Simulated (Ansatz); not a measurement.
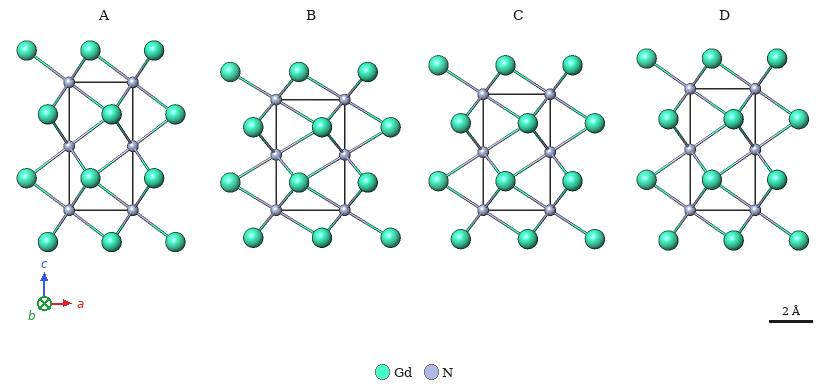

4 geometries from one relaxation of crystalline GdN (built on the antiNiAs type), in shuffled order. The picture is a ball-and-stick view of the cell of the calculation, seen along the b axis.

The calculation used DFT PBE, scalar-relativistic, plane waves, PAW (Ansatz 0.2.0). (plane-wave cutoff 420 eV; k-point mesh 10 × 10 × 8; occupations gaussian; smearing width 0.05 eV; collinear spin; cell and atoms relaxed; force threshold 0.01 eV/Å; at most 60 steps)

Order the frames from highest to lowest energy.

B, C, D, A. They are steps 0, 1, 2, 9, at +1.283 eV per cell of the calculation, +0.650 eV per cell of the calculation, +0.204 eV per cell of the calculation relative to the last. After 7 accepted moves (9 points after the start) the energy has fallen by 1.283 eV per cell of the calculation. All forces vanish by symmetry, so only the cell relaxes. Pressure: −0.30 GPa at the start and 0.02 GPa at the end. At 2 points the geometry stayed and the basis and grid were re-selected for the new cell (energy shift of 41.3 meV per cell of the calculation at most each time). No atom moves by more than 0.005 Å relative to the cell. The drawn cell changes as follows: a = b 3.704 → 3.437 Å (−7.2 %), c 5.163 → 5.965 Å (+15.5 %); the volume changes by −0.5 %. Among the contacts that change: Gd–Gd 3.704 → 3.437 Å, Gd–Gd 3.352 → 3.582 Å, Gd–N 2.498 → 2.482 Å. Bond angles that change, for instance: N–Gd–N 62.2° → 73.8°, N–Gd–N 95.7° → 87.6°, Gd–N–Gd 95.7° → 87.6°. The space group stays P6_3/mmc (No. 194).
